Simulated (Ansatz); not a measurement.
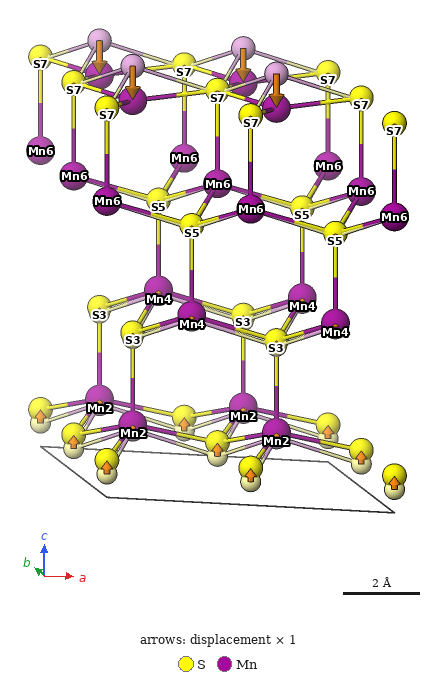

A relaxation of a slab of composition MnS (cut from the F-43m phase). The starting structure is drawn faded, the final one solid; orange arrows show the displacements, at their true length.

A ball-and-stick model of the 2 × 2 repeat of the cell, outlined in the plane, without the vacuum, seen slightly off an axis.

Case: (1 1 1) slab, atoms relaxed. The slab is the (1 1 1) face of MnS.

Level of theory: DFT PBE, scalar-relativistic, plane waves, PAW (Ansatz). Settings: plane-wave cutoff 420 eV; k-point mesh 9 × 9 × 1; occupations gaussian; smearing width 0.1 eV; collinear spin; dipole correction; atoms relaxed in a fixed cell; force threshold 0.02 eV/Å; at most 60 steps.

**What happened in the run?**

The largest move relative to the layer's centre is that of a Mn atom, 0.93 Å along the normal (−c). By element the largest moves are Mn 0.93 Å, S 0.37 Å. The lattice vectors keep their values. Near-neighbour distances that change, for instance: Mn–S 2.444 → 2.312 Å, Mn–S 2.444 → 2.520 Å, Mn–S 2.444 → 2.374 Å, Mn–S 2.444 → 2.472 Å. Among the angles between lasting bonds that change: Mn–S–Mn 109.5° → 85.2°, Mn–S–Mn 109.5° → 119.3°, S–Mn–S 109.5° → 119.3°. After 7 geometry steps the energy has fallen by 0.422 eV per cell of the calculation. Largest force component: 1 eV/Å at the start, 0.01 eV/Å at the end. The run took roughly 7 core-minutes on a shared host.
